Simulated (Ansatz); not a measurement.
System: W.

Input file:

```
crystal:
  lattice:
    - [2.7565853102, 0.0, 0.0]
    - [-1.3782926551, 2.3872729063, 0.0]
    - [0.0, 0.0, 4.9555014514]
  atoms:
    - { symbol: W, position: [0.3333333333, 0.6666666667, 0.25] }
    - { symbol: W, position: [0.6666666667, 0.3333333333, 0.75] }
hamiltonian:
  xc: r2scan0
  pseudopotentials:
    kind: paw
    azcp:
      W: "pseudopotentials/W.paw.azcp"
basis:
  ecutwfc: 500
  fft_grid_basis: typed
kpoints:
  mp_grid: { grid: [7, 7, 4], shift: [0, 0, 0] }
magnetization:
  spin_polarized: false
scf:
  occupations: { method: fermi_dirac, width: 0.1 }
output:
  write_density: true
  write_potential: true
  elf: true
  volumetric_format: npy
```

Run with:

```sh
ansatz run input.yaml --threads 4 --pin off --max-ram 8192MiB --backend cpu --events-out ev --progress --plain --runs-dir out
```

Below, planes, directions and counts refer to the conventional cell (a = 2.76 Å, b = 2.76 Å, c = 4.96 Å, α = 90.00°, β = 90.00°, γ = 120.00°).

Space group P6₃/mmc; set up as W, hcp; a generated structure, not necessarily the stable one.

Method: Ansatz 0.2.0, DFT, r2SCAN0, plane waves (500 eV) with PAW, scalar-relativistic.

**What can the converged valence pseudo-density and electron localisation function tell about the bonding?**

W–W (2.76 Å): ρ at the midpoint is about 0.42 e/Å³; the ELF is about 0.40 at the midpoint.

**Does the calculation make it a metal, or give it a gap?**

It is gapless in this calculation (a metal or semimetal).

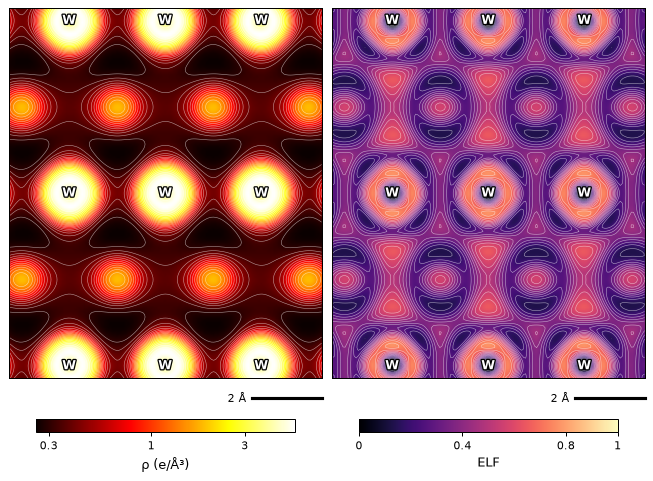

Computed valence pseudo-density and electron localisation function on the (100) plane of the conventional cell, in this order. Atoms just off the plane (W, 0.8 Å away) can leave unmarked features too.

The density is the valence pseudo-density of a PAW calculation; it isn't the true density close to the nuclei.
